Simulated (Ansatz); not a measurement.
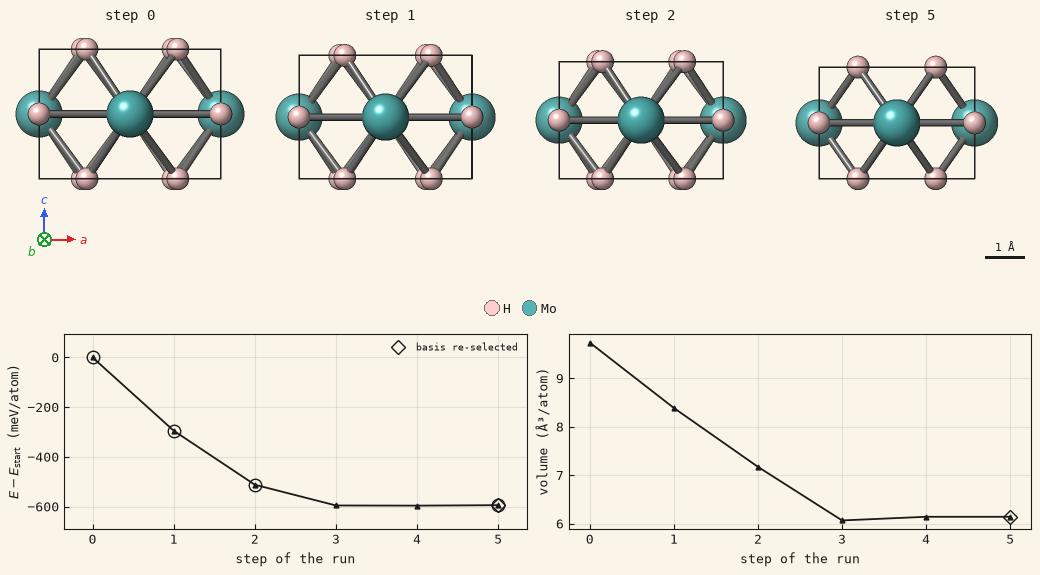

Frames of a relaxation of a crystal of MoH3 (a generated structure, set up in P4/mbm) (coarse preliminary run), marked on the history of the run. A ball-and-stick model of the cell of the calculation, seen along the b axis.

Theory: Ansatz, DFT PBE, scalar-relativistic, plane waves, PAW.

The input:
```yaml
crystal:
  lattice:
    - [4.78241095, 0.0, 0.0]
    - [0.0, 4.78241095, 0.0]
    - [0.0, 0.0, 3.40614143]
  atoms:
    - { symbol: H, position: [0.76308601, 0.26308601, 0.0] }
    - { symbol: H, position: [0.23691399, 0.73691399, 0.0] }
    - { symbol: H, position: [0.26308601, 0.23691399, 0.0] }
    - { symbol: H, position: [0.73691399, 0.76308601, 0.0] }
    - { symbol: H, position: [0.5, 0.5, 0.5] }
    - { symbol: H, position: [0.0, 0.0, 0.5] }
    - { symbol: Mo, position: [0.0, 0.5, 0.5] }
    - { symbol: Mo, position: [0.5, 0.0, 0.5] }
basis:
  ecutwfc: 420
kpoints:
  mp_grid: { grid: [4, 4, 6] }
hamiltonian:
  xc: pbe
scf:
  occupations: { method: gaussian, width: 0.1 }
  lower_state_search: "off"
output:
  forces: true
  stress: true
  eigenvalues: true
relax:
  adjacent_minimum: "off"
  f_tol: 0.04
  max_steps: 70
  cell: { stress_tol: 0.4 }
```

Launched with:
```bash
ansatz run input.yaml --threads 1 --pin off --max-ram 2560MiB --backend cpu --events-out ev --progress --plain --runs-dir out
```

> What happens along the run?

The largest moves relative to the cell, 0.075 Å, are those of H1, H2, H3 and H4. H1 goes along [−1 −1 0]. Mo stays in place. Cell: a = b 4.782 → 4.091 Å (−14.5 %), c 3.406 → 2.936 Å (−13.8 %). Volume −36.9 %. Some distances before and after: Mo7–Mo8 3.382 → 2.893 Å, Mo7–Mo7 3.406 → 2.936 Å, H1–Mo8 2.463 → 2.062 Å, H5–Mo7 2.391 → 2.046 Å. Bond angles that change, for instance: H3–Mo8–H4 86.5° → 89.1°, Mo8–H3–Mo8 93.5° → 90.9°, H3–Mo8–H3 93.5° → 90.9°. The space group (tolerance 0.01 Å) goes from P4/mbm (No. 127) to P4/mmm (No. 123). After 4 accepted moves (5 points after the start) the energy has fallen by 594 meV per atom. The largest force component goes from 0.14 to 0.0014 eV/Å. The pressure goes from −35.75 to −0.18 GPa. The SCF was repeated once at an unchanged geometry on a basis and grid sized afresh for the cell, which shifted the energy by 1.8 meV per atom at most. Cost: 23 s on 1 thread of Intel(R) Xeon(R) Processor @ 2.70GHz (shared host), peak memory 0.38 GiB. From step 0 to 1: volume −13.9 %, energy −295 meV per atom. From step 1 to 2: volume −14.5 %, energy −217 meV per atom. From step 2 to 5: H atoms move most (0.09 Å), volume −14.4 %, energy −82.3 meV per atom.

```
step  E − E(0), meV/atom  largest force component, eV/Å  pressure, GPa  volume, Å³/atom                      note
   0                0.00                         0.1358         -35.75            9.738                          
   1             -294.54                         0.0943         -32.80            8.389                          
   2             -511.91                         0.0123         -22.22            7.173                          
   3             -595.36                         0.0219           2.47            6.067                          
   4             -595.95                         0.0014          -0.08            6.142                          
   5             -594.16                         0.0014          -0.18            6.142  same geometry, new basis
```
